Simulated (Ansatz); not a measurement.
## Run report: Ga₄Sb₃, single-point calculation

- system: Ga₄Sb₃ (slab, 7 atoms in the cell)
- method: DFT PBE, scalar-relativistic, plane waves, PAW, no spin polarisation (Ansatz 0.2.0)

The structure derives from an entry of the Crystallography Open Database. It belongs to a series of runs on one base structure; here: (1 0 0) slab cut from the bulk. Figures and captions count atoms from 1; the log counts them from 0 in places.

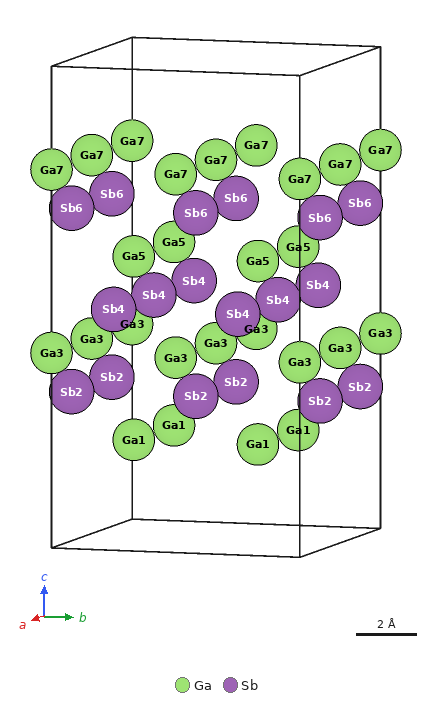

The structure (spheres-only view of the 2 × 2 repeat of the cell, with the vacuum cut short, seen slightly off an axis; atoms are numbered from 1 in the order of the input). An atom can appear more than once, as a periodic image.

### Input file
```yaml
crystal:
  lattice:
    - [4.3938492947, 0.0, 0.0]
    - [0.0, 4.3938492947, 0.0]
    - [0.0, 0.0, 24.3207618953]
  atoms:
    - { symbol: Ga, position: [0.5, 0.5, 0.308378497] }
    - { symbol: Sb, position: [0.5, 0.0, 0.3722523314] }
    - { symbol: Ga, position: [0.0, 0.0, 0.4361261657] }
    - { symbol: Sb, position: [0.0, 0.5, 0.5] }
    - { symbol: Ga, position: [0.5, 0.5, 0.5638738343] }
    - { symbol: Sb, position: [0.5, 0.0, 0.6277476686] }
    - { symbol: Ga, position: [0.0, 0.0, 0.691621503] }
basis:
  ecutwfc: 420
kpoints:
  mp_grid: { grid: [8, 8, 1] }
hamiltonian:
  xc: pbe
scf:
  occupations: { method: gaussian, width: 0.1 }
output:
  forces: true
  stress: true
  eigenvalues: true
  write_density: true
  write_potential: true
  elf: true
  volumetric_format: npy
efield:
  axis: 3
  dipole_correction: true
  ramp_width: 0.04
```

Run on 1 thread of AMD EPYC (Zen 3), 192 GiB of memory available, shared host.

Command:
```bash
ansatz run input.yaml --threads 1 --pin off --max-ram 2560MiB --backend cpu --events-out ev --progress --plain --runs-dir out
```

### Log
```
Engine: ansatz 0.2.0, x86_64-unknown-linux-gnu
Pseudopotentials: kind: paw
Pseudopotential: Ga, paw, valence charge 13, recommended cutoff 420 eV (normal), Ga.paw.azcp
Pseudopotential: Sb, paw, valence charge 15, recommended cutoff 420 eV (normal), Sb.paw.azcp
Functional definition: PBE
  parameter kappa = 0.804
  parameter beta = 0.06672455060314922
  exchange = pbe_x(kappa = kappa, mu = beta*pi^2/3)
  correlation = pbe_c(beta = beta)
Crystal: 7 atoms, lattice volume = 469.534 Å³
Basis set: ecut = 420 eV, 9233 PW (Γ), exchange–correlation on 60×60×360 points (8 copies of the dense FFT grid, shifted against one another)
Bands: 59, of which v1, the nominal top of the filled ones, is band 49 counted from 1 (48 counted from 0)
Symmetry: 4 space group operations
k-points: 25 of 64
Non-local potential: Ga, projectors of the file, l = 0: 2, l = 1: 2, l = 2: 3, l = 3: 1
Non-local potential: Sb, projectors of the file, l = 0: 2, l = 1: 2, l = 2: 2, l = 3: 2
PAW form: soft (Blöchl's): semilocal exchange-correlation on the pseudo side does not see the compensation charge
PAW one-centre angular grid: Ga, 590 points (default); XC on 64 Gauss nodes
PAW one-centre angular grid: Sb, 590 points (default); XC on 64 Gauss nodes
Initial density: superposition of atomic densities (neutral atoms: chi_scale 0, normalization atom), corrected by the library's trained network
Initial wavefunctions: pseudopotential atomic-orbital guess
Functional: x = pbe(κ = 0.804, μ = 0.2195149727645171), c = pbe(β = 0.06672455060314922)
SCF iter   1: F=—  HF=-34583.948096 eV  |F-HF|=—  |Δ(HF+E_count)|=         —  Δρ=2.30e-3  dr2=9.60e-2  ethr=1.77e-3  p=0.000 e·Å  D=4.10e-14 V/Å  ΔV_dip=-0.00 eV  dr2_dipole=3.19e-9  V_vac-E_F(+/−)=4.29/4.29 eV  ⟨swp⟩=7.0  Hψ=5834  notcnv=0  defer=2
efield: sawtooth ramp at fractional position 0.9800 (placed from the atoms, in the widest stretch of the axis that holds none; the zero of the levels goes with the place), width 0.0400; the density the first Hamiltonian is built on has a dipole p = 0.000 e·Å; the dipole correction subtracts the counter field D = 4.10e-14 V/Å, which shifts the + side's vacuum level by -0.00 eV against the − side's; the planar-averaged density in the ramp window peaks in size at 7.4e-6 e/Å³
preconditioner: auto → LDOS  [metal: Δε(μ)=0.032 eV  Ē_g=13.492 eV  σ=0.100 eV  W_gap=0.18  n_scr=80 (ndim 8)  ℏωp=14.0 eV  f_vac=0.510  D(μ)=5.04/eV (n_scr^D=10)  β→1.0]
SCF iter   2: F=—  HF=-34583.941320 eV  |F-HF|=—  |Δ(HF+E_count)|=   6.78e-3  Δρ=1.32e-3  dr2=1.76e-2  ethr=9.89e-5  p=0.000 e·Å  D=2.27e-5 V/Å  ΔV_dip=-0.00 eV  dr2_dipole=1.93e-8  V_vac-E_F(+/−)=4.35/4.35 eV  ⟨swp⟩=2.6  Hψ=2610  notcnv=0  defer=70
SCF iter   3: F=—  HF=-34583.945312 eV  |F-HF|=—  |Δ(HF+E_count)|=   3.99e-3  Δρ=1.35e-3  dr2=8.63e-3  ethr=1.81e-5  p=0.000 e·Å  D=1.35e-5 V/Å  ΔV_dip=-0.00 eV  dr2_dipole=9.33e-7  V_vac-E_F(+/−)=4.37/4.37 eV  ⟨swp⟩=2.0  Hψ=2221  notcnv=0  defer=70
SCF iter   4: F=—  HF=-34583.940041 eV  |F-HF|=—  |Δ(HF+E_count)|=   5.27e-3  Δρ=3.67e-4  dr2=2.30e-3  ethr=8.89e-6  p=0.000 e·Å  D=1.44e-5 V/Å  ΔV_dip=-0.00 eV  dr2_dipole=1.71e-7  V_vac-E_F(+/−)=4.37/4.37 eV  ⟨swp⟩=2.0  Hψ=2216  notcnv=0  defer=70
SCF iter   5: F=—  HF=-34583.939790 eV  |F-HF|=—  |Δ(HF+E_count)|=   2.51e-4  Δρ=1.71e-4  dr2=8.24e-4  ethr=2.37e-6  p=0.000 e·Å  D=1.13e-5 V/Å  ΔV_dip=-0.00 eV  dr2_dipole=7.93e-8  V_vac-E_F(+/−)=4.38/4.38 eV  ⟨swp⟩=2.0  Hψ=2209  notcnv=0  defer=70
SCF iter   6: F=—  HF=-34583.939657 eV  |F-HF|=—  |Δ(HF+E_count)|=   1.34e-4  Δρ=6.89e-5  dr2=6.79e-5  ethr=8.50e-7  p=0.000 e·Å  D=6.35e-6 V/Å  ΔV_dip=-0.00 eV  dr2_dipole=4.21e-9  V_vac-E_F(+/−)=4.38/4.38 eV  ⟨swp⟩=2.0  Hψ=1629  notcnv=0  defer=70
SCF iter   7: F=—  HF=-34583.939671 eV  |F-HF|=—  |Δ(HF+E_count)|=   1.41e-5  Δρ=4.45e-5  dr2=2.67e-5  ethr=7.00e-8  p=0.000 e·Å  D=3.38e-6 V/Å  ΔV_dip=-0.00 eV  dr2_dipole=1.02e-9  V_vac-E_F(+/−)=4.38/4.38 eV  ⟨swp⟩=2.0  Hψ=2488  notcnv=0  defer=71
SCF iter   8: F=—  HF=-34583.939669 eV  |F-HF|=—  |Δ(HF+E_count)|=   2.12e-6  Δρ=1.22e-5  dr2=1.26e-6  ethr=2.76e-8  p=0.000 e·Å  D=1.97e-6 V/Å  ΔV_dip=-0.00 eV  dr2_dipole=1.85e-11  V_vac-E_F(+/−)=4.39/4.39 eV  ⟨swp⟩=2.0  Hψ=2471  notcnv=0  defer=71
SCF iter   9: F=—  HF=-34583.939669 eV  |F-HF|=—  |Δ(HF+E_count)|=   4.69e-7  Δρ=6.95e-6  dr2=2.47e-7  ethr=1.30e-9  p=0.000 e·Å  D=1.06e-6 V/Å  ΔV_dip=-0.00 eV  dr2_dipole=1.04e-10  V_vac-E_F(+/−)=4.39/4.39 eV  ⟨swp⟩=2.0  Hψ=2233  notcnv=0  defer=72
SCF iter  10: F=-34583.939669 eV  HF=-34583.939669 eV  |F-HF|=2.57e-8  |Δ(HF+E_count)|=   5.41e-8  Δρ=2.47e-6  dr2=4.40e-8  ethr=1.03e-10  p=0.000 e·Å  D=8.16e-7 V/Å  ΔV_dip=-0.00 eV  dr2_dipole=1.45e-11  V_vac-E_F(+/−)=4.39/4.39 eV  ⟨swp⟩=17.0  Hψ=11931  notcnv=0
SCF 1 converged in 10 iterations: F = -34583.939669 eV  dr2 = 4.40e-8
  greatest PAW one-centre occupation: 0.996 electrons in one spin orbital (limit 2), on the Sb atom at site 1 (counted from 0), in its partial waves of l = 2
```

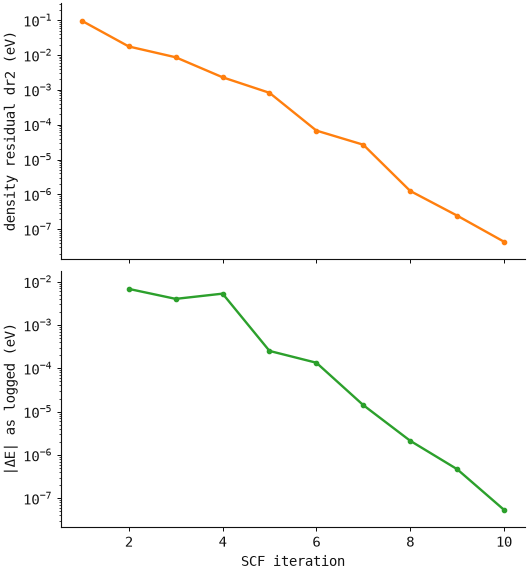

Convergence of the self-consistent field: density residual dr2 and size of the energy change against the SCF iteration. The residual falls at every step.

```
WARN: The output density's exchange-correlation potential varies sharply where the density is thin. Do not read a vacuum level from v_tot or v_xc, or from such a field of the output density. On a cell that repeats whose density bears no net charge and no dipole along the vacuum's axis use v_es (v_loc + v_h of the components); under efield.dipole_correction with no amplitude use v_es + v_field, which holds any external_charges[].barrier, or the levels of the report's work_function block, which leave it out; under a non-zero efield.amplitude the vacuum is tilted and has no level; on a cell that repeats and bears such a dipole with no correction it is tilted too, and efield.dipole_correction with no amplitude gives each side of its ramp a level where efield: is served; in a cell that repeats whose density bears a net charge (total_charge, or a fill off its count) it is curved and has none; of a slab under crystal.periodic whose density bears no net charge use v_es, which has a level on each side, short of where the two are joined; of another it falls or rises all the way out and has none; of a slab beside external_charges read slab_vacuum_level instead, which it has where they leave it neutral. The grid or the basis barely resolves most such structure, and the values can differ between equally converged runs; as a rule a tighter scf.convergence.dr2_threshold does not remove it. Where the density itself ripples (under the LDA too) a higher basis.ecutwfc lessens it. The files hold the spikes' plane waves up to the density's cutoff. Files: v_tot_of_output_density and the like, and their columns of v_z.tsv (output.write_potential); v_xc_of_output_density and the like, and their columns of v_comp_z.tsv (output.write_potential_components). Measured: with its Gaussian average of σ = 0.25 Å subtracted twice, the exchange-correlation potential is over 0.1 eV at 157 of the grid points where the equally averaged density (valence and model cores) is under 1e-3 e/Å³, and 0.215 eV at the most among them, at an averaged density of 1.7e-8 e/Å³. The input density's (outcome.potential() and, of a run that writes arrays, v_tot and v_xc) is over 0.1 eV, so measured, at 68 points of its own thin density, 0.197 eV at the most. See output.write_potential in the manual, Limitations
SCF converged after 10 iterations
Free energy (F): -34583.939669 eV
Harris-Foulkes:  -34583.939669 eV  (|F-HF|=2.57e-8)
Internal energy: -34583.911517 eV  (E = F + TS)
E sigma→0 (E₀):  -34583.925593 eV
Entropy (-TS):   -0.028152 eV (-4.022 meV/atom)
Fermi energy:    0.677844 eV
Dipole field:    D = -0.000003 V/Å  (p = -0.000007 e·Å, saw-weighted, corrected)
Work function:   Φ+ = 4.3874 eV   Φ− = 4.3874 eV
Levels:          The Fermi level and band energies are counted from a zero that moves with the ramp; work functions are not
--- Per-component energies (eV) ---
  E_band       = -1513.967729
  E_kinetic    = 1078.767972
  E_local      = -70229.080723  (includes V_loc(G=0)·N_el)
  E_nonlocal   = 2777.486875
  E_hartree    = 34243.034728
  E_xc         = -689.330069
  E_vxc        = -516.303731  (∫ρ·V_xc dr)
  E_paw        = -21670.937070  (= ΣΔE_a)
  E_vpaw       = -3110.944927  (= ΣTr[D̂ρ^β])
  E_aug_tail   = -0.000485  (compensation charges beyond the density's cutoff)
  E_efield     = 0.000000  (sawtooth field / dipole correction)
  E_vefield    = 0.000000  (∫n·V_field dr)
  E_ewald      = 19906.147256
  E_smearing   = -0.028152  (= −TS)
  E_closure    = -0.000000  (closes the sum)
  Σ components = -34583.939669   (vs F -34583.939669, Δ=0.00e0)
--- Forces (eV/Å), atoms counted from 1 ---
  atom   1  Ga     0.00000000     0.00000000    -0.65773655
  atom   2  Sb     0.00000000     0.00000000     0.58680429
  atom   3  Ga     0.00000000     0.00000000     0.08761075
  atom   4  Sb     0.00000000     0.00000000    -0.00000030
  atom   5  Ga     0.00000000     0.00000000    -0.08760831
  atom   6  Sb     0.00000000     0.00000000    -0.58679711
  atom   7  Ga     0.00000000     0.00000000     0.65772551
  max |Σ_I F_I| component: 1.72e-6 eV/Å
--- Stress (GPa, compression-positive) ---
        0.573060       0.000000       0.000000
        0.000000       0.573065       0.000000
        0.000000       0.000000       0.754625
  P = ⅓ Tr σ = 0.6336 GPa (6.336 kbar)
--- Band table (eV; the first three rows and the last of 25) ---
  k-point 0: bands = ["-28.1967", "-28.1967", "-28.1893", "-28.1880", "-28.1682", "-27.9804", "-27.9804", "-27.9698", "-27.9697", "-27.9365", "-27.9364", "-27.9078", "-27.9078", "-27.9004", "-27.9004", "-14.3552", "-14.3358", "-14.3303", "-14.3303", "-14.3194", "-14.3194", "-14.3038", "-14.2990", "-14.2791", "-14.2778", "-14.1674", "-14.1673", "-14.1106", "-14.1106", "-14.1049", "-14.1049", "-14.0407", "-14.0407", "-14.0215", "-14.0215", "-10.3334", "-9.6711", "-8.8365", "-5.6813", "-4.5013", "-2.7596", "-1.5558", "-1.5558", "-0.8644", "-0.8557", "-0.8557", "0.0457", "0.0457", "1.2109", "1.6938", "1.9352", "2.2750", "2.7143", "2.7496", "2.8521", "3.2630", "3.2630", "4.5908", "4.5908"]
  k-point 1: bands = ["-28.1969", "-28.1967", "-28.1892", "-28.1875", "-28.1683", "-27.9806", "-27.9804", "-27.9697", "-27.9693", "-27.9367", "-27.9364", "-27.9076", "-27.9073", "-27.9005", "-27.9005", "-14.3549", "-14.3368", "-14.3304", "-14.3299", "-14.3200", "-14.3197", "-14.3028", "-14.2987", "-14.2795", "-14.2783", "-14.1663", "-14.1657", "-14.1109", "-14.1105", "-14.1054", "-14.1052", "-14.0448", "-14.0406", "-14.0214", "-14.0188", "-10.2369", "-9.5900", "-8.7923", "-5.6574", "-4.5779", "-3.0870", "-1.9199", "-1.7025", "-1.4709", "-0.9824", "-0.7965", "0.0454", "0.3249", "0.9176", "1.9638", "2.1234", "2.5480", "2.8614", "3.0490", "3.2396", "3.3038", "3.6035", "4.3699", "4.5692"]
  k-point 2: bands = ["-28.1973", "-28.1967", "-28.1890", "-28.1862", "-28.1686", "-27.9811", "-27.9804", "-27.9696", "-27.9683", "-27.9371", "-27.9364", "-27.9071", "-27.9059", "-27.9008", "-27.9008", "-14.3551", "-14.3408", "-14.3291", "-14.3285", "-14.3207", "-14.3204", "-14.3006", "-14.2978", "-14.2805", "-14.2796", "-14.1637", "-14.1616", "-14.1118", "-14.1102", "-14.1065", "-14.1058", "-14.0531", "-14.0405", "-14.0212", "-14.0140", "-9.9592", "-9.3703", "-8.7137", "-5.6280", "-4.8427", "-3.8208", "-2.9267", "-2.2306", "-1.2296", "-1.0279", "-0.6431", "0.0069", "0.1609", "0.6815", "1.4436", "2.1948", "2.5653", "2.9828", "3.4024", "3.8160", "4.1850", "4.5154", "4.8267", "5.1182"]
  k-point 24: bands = ["-28.1979", "-28.1979", "-28.1872", "-28.1820", "-28.1698", "-27.9816", "-27.9816", "-27.9668", "-27.9667", "-27.9377", "-27.9377", "-27.9024", "-27.9024", "-27.9020", "-27.9020", "-14.3727", "-14.3489", "-14.3431", "-14.3176", "-14.3038", "-14.3038", "-14.2979", "-14.2978", "-14.2856", "-14.2856", "-14.1489", "-14.1489", "-14.1116", "-14.1116", "-14.1109", "-14.1109", "-14.0603", "-14.0602", "-14.0084", "-14.0084", "-8.3275", "-8.1936", "-8.1751", "-5.9338", "-5.9338", "-5.0972", "-5.0972", "-2.1976", "-2.1976", "-2.1165", "-2.0483", "-1.7703", "0.1677", "0.1677", "0.8569", "1.1701", "2.5477", "2.5477", "2.7585", "3.5704", "4.4548", "5.0636", "5.0636", "5.8143"]
```

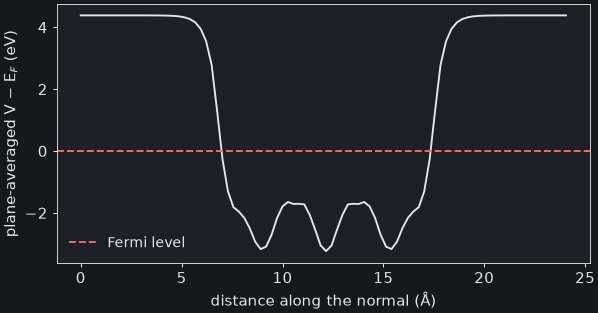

Plane average of the electrostatic potential energy of an electron across the cell, from the Fermi level. The vacuum level lies 4.39 eV above the Fermi level.

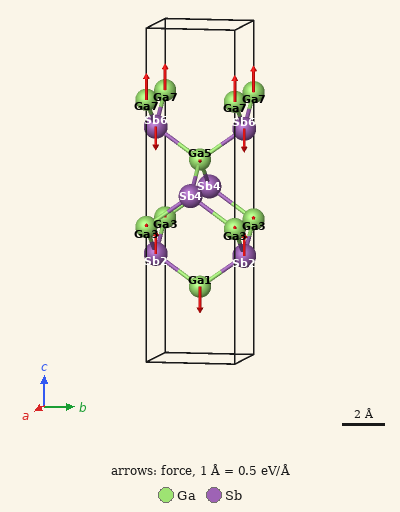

Forces on the atoms as red arrows (ball-and-stick view of the cell of the calculation, with the vacuum cut short, seen slightly off an axis; atoms are numbered from 1 in the order of the input). The largest act on Ga1, Ga7 (0.66 eV/Å); Sb2, Sb6 (0.59 eV/Å). The geometry is not a stationary point of this energy.

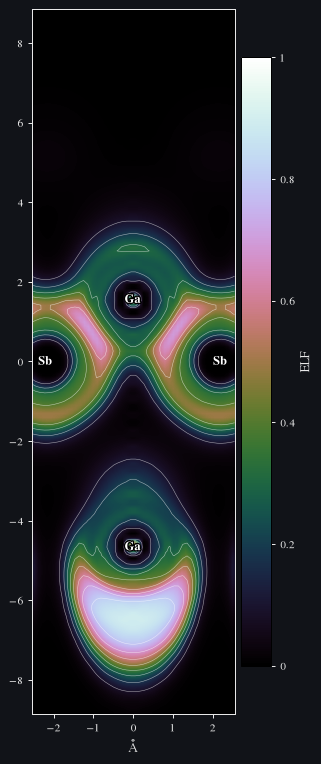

Electron localisation function on the (010) plane of the calculation cell, a cut from vacuum to vacuum. The section cuts through Ga and Sb sites. Ga–Sb (2.69 Å): the ELF peaks at about 0.70 between the atoms. The strong features right at Ga lie inside the PAW spheres (semicore, d or f shells) and say nothing about bonding. In a PAW calculation such maps are meaningful between the atoms, not at the nuclei.

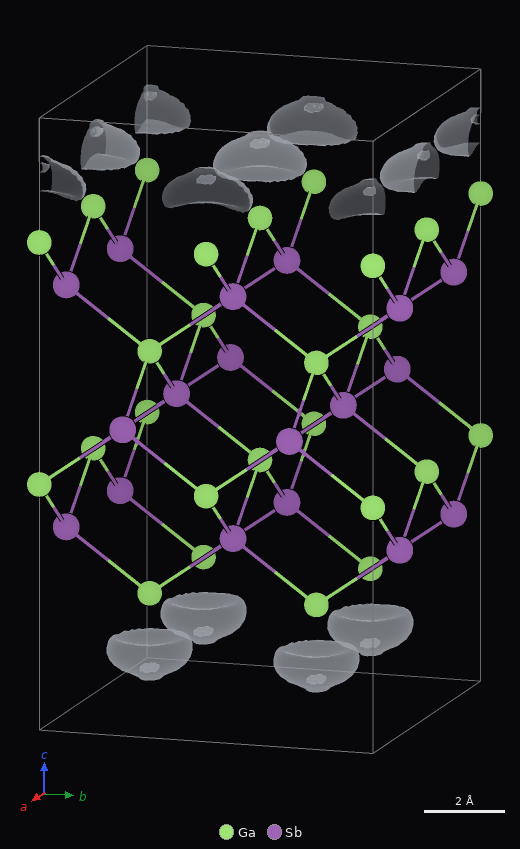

Isosurface of the electron localisation function at 0.75 (grey), seen slightly off an axis. Core shells and regions of very low density are left out. Sticks mark near contacts. Profiles from the grid: Ga–Sb (2.69 Å): the ELF peaks at about 0.65 between the atoms.

### Key numbers

- outcome: converged
- electrons treated: 97
- free energy: −34583.9397 eV
- work function, top face: 4.39 eV
- work function, bottom face: 4.39 eV
- Fermi energy: 0.678 eV
- gap on the k-point mesh: none (metallic)
- work function (upper face): 4.39 eV
- largest force (length of the vector): 0.658 eV/Å
- wall time: 1.7 min
- peak memory: 0.89 GiB

Warnings of the run: the exchange-correlation potential is rough where the density is thin.
